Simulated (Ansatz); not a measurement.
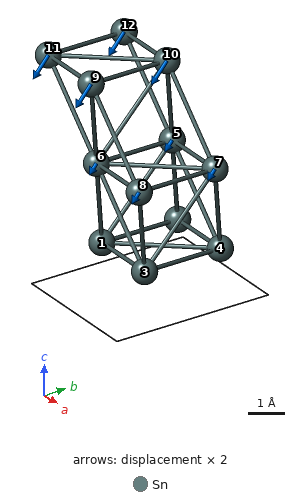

A constrained relaxation of a slab of composition Sn. The starting structure is drawn; blue arrows show the displacements, 2 times their true length.

A ball-and-stick model of the cell of the calculation, outlined in the plane, without the vacuum, seen slightly off an axis.

4 atoms are held fixed.

Method: Ansatz, DFT PBE, scalar-relativistic, plane waves, PAW; settings changed.

The input:
```yaml
crystal:
  lattice:
    - [6.9621709817, 0.0, 0.0]
    - [-3.4810854908, 5.7835781781, 0.0]
    - [0.0, 0.0, 22.5598366634]
  atoms:
    - { symbol: Sn, position: [0.1811365792, 0.3622731584, 0.3767757775] }
    - { symbol: Sn, position: [0.1811365792, 0.8622731584, 0.3767757775] }
    - { symbol: Sn, position: [0.6811365792, 0.3622731584, 0.3767757775] }
    - { symbol: Sn, position: [0.6811365792, 0.8622731584, 0.3767757775] }
    - { symbol: Sn, position: [0.3622731584, 0.7245463167, 0.5] }
    - { symbol: Sn, position: [0.3622731584, 0.2245463167, 0.5] }
    - { symbol: Sn, position: [0.8622731584, 0.7245463167, 0.5] }
    - { symbol: Sn, position: [0.8622731584, 0.2245463167, 0.5] }
    - { symbol: Sn, position: [0.5434097376, 0.0868194751, 0.6232242225] }
    - { symbol: Sn, position: [0.5434097376, 0.5868194751, 0.6232242225] }
    - { symbol: Sn, position: [0.0434097376, 0.0868194751, 0.6232242225] }
    - { symbol: Sn, position: [0.0434097376, 0.5868194751, 0.6232242225] }
basis:
  ecutwfc: 420
kpoints:
  mp_grid: { grid: [5, 5, 1] }
hamiltonian:
  xc: pbe
scf:
  occupations: { method: gaussian, width: 0.1 }
  algorithm: density_mixing
output:
  forces: true
  eigenvalues: true
relax:
  adjacent_minimum: "off"
  f_tol: 0.03
  max_steps: 70
  constraints: [{ sites: [0, 1, 2, 3] }]
efield:
  axis: 3
  dipole_correction: true
  ramp_width: 0.04
```

Command:
```bash
ansatz run input.yaml --threads 2 --pin off --max-ram 5120MiB --backend cpu --events-out ev --progress --plain --runs-dir out
```

Describe the change and its energy.

The energy falls by 0.140 eV per cell of the calculation in 4 geometry steps. Largest force component: 0.22 eV/Å at the start, 0.0062 eV/Å at the end. The largest moves, 0.41 Å, are those of Sn9, Sn10, Sn11 and Sn12. Sn9 goes at 35° to the normal (−c side). The cell stays as it was. Some distances before and after: Sn1–Sn5 3.481 → 3.277 Å, Sn1–Sn6 3.375 → 3.267 Å. Bond angles that change, for instance: Sn2–Sn1–Sn6 117.9° → 120.9°, Sn2–Sn1–Sn6 62.1° → 59.1°, Sn6–Sn1–Sn8 62.1° → 64.4°. The run took 68 s on 2 threads of AMD EPYC 9R45 96-Core Processor (Zen 5) (shared host), peak memory 1.7 GiB.
